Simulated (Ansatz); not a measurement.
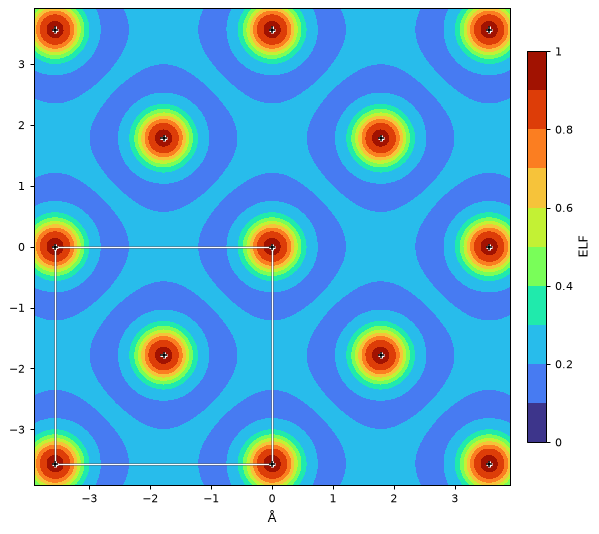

The ELF on a plane through atoms (crosses mark nuclei in the plane).

Method: Ansatz 0.2.0, DFT PBEsol, scalar-relativistic, plane waves, PAW.

Candidates:
A. Cu, a = 3.56 Å, b = 3.56 Å, c = 3.56 Å, α = 90.00°, β = 90.00°, γ = 90.00°. Space group Fm-3m; computed without spin polarisation.
B. Ge (slab), a = 4.00 Å, b = 4.00 Å, c = 29.02 Å, α = 90.00°, β = 90.00°, γ = 120.00°. 

Q: Which candidate gave the map?

A: Candidate A: Cu on the (100) plane of the conventional cell, which holds Cu. Cu–Cu (2.52 Å): the ELF is about 0.20 at the midpoint: no shared electron pair shows on this line.
